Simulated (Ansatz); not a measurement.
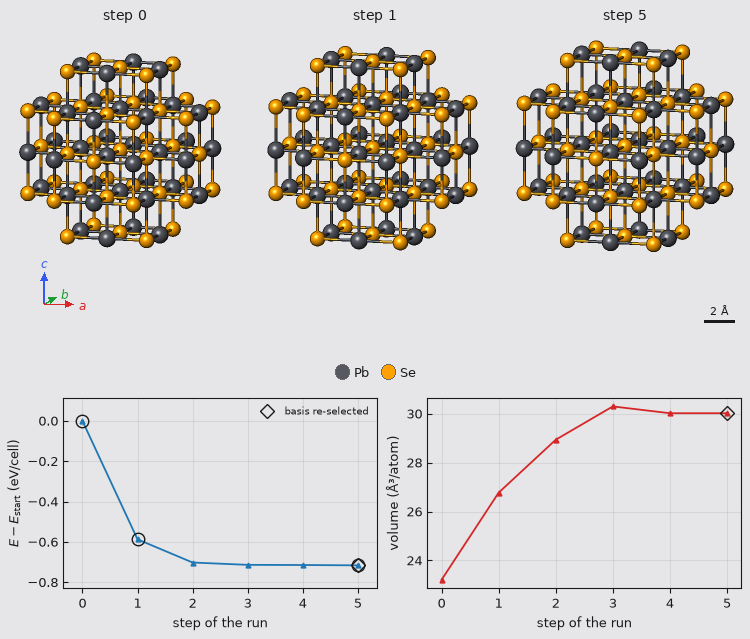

Frames of a relaxation of crystalline PbSe (a generated structure, set up in Fm-3m), marked on the history of the run. The picture is a ball-and-stick view of the conventional cell (4 times the calculation's cell), seen slightly off an axis. Lengths and directions refer to the drawn axes.

Case: cell and atoms relaxed from a first guess.

The calculation used DFT, PBE, PAW with Ansatz's default frozen-core files, scalar-relativistic in Ansatz 0.2.0. Set-up: plane-wave cutoff 420 eV; k-point mesh 10 × 10 × 10; occupations fermi dirac; smearing width 0.03 eV; no spin polarisation; cell and atoms relaxed; force threshold 0.005 eV/Å; at most 80 steps.

### What happens along the run?

No atom moves by more than 0.005 Å relative to the cell. Cell: a = b = c 5.705 → 6.216 Å (+9.0 %). Volume +29.3 %. Near-neighbour distances that change, for instance: Pb–Se 2.853 → 3.108 Å. The space group stays Fm-3m (No. 225). Over 4 accepted moves (5 points after the start) the energy falls by 0.716 eV per cell of the calculation. All forces vanish by symmetry, so only the cell relaxes. Pressure: 21.15 GPa at the start and 0.05 GPa at the end. At 1 point the geometry stayed and the basis and grid were re-selected for the new cell (energy shift of 1.7 meV per cell of the calculation at most each time). The run took of the order of 13 core-seconds on a shared host. From step 0 to 1: volume +15.3 %, energy −0.587 eV per cell of the calculation. From step 1 to 5: volume +12.1 %, energy −0.129 eV per cell of the calculation.

```
step  E − E(0), meV/atom  pressure, GPa  volume, Å³/atom                      note
   0                0.00          21.15           23.211                          
   1             -293.60           6.94           26.773                          
   2             -351.04           1.91           28.937                          
   3             -356.80          -0.43           30.299                          
   4             -357.20           0.00           30.021                          
   5             -358.04           0.05           30.021  same geometry, new basis
```
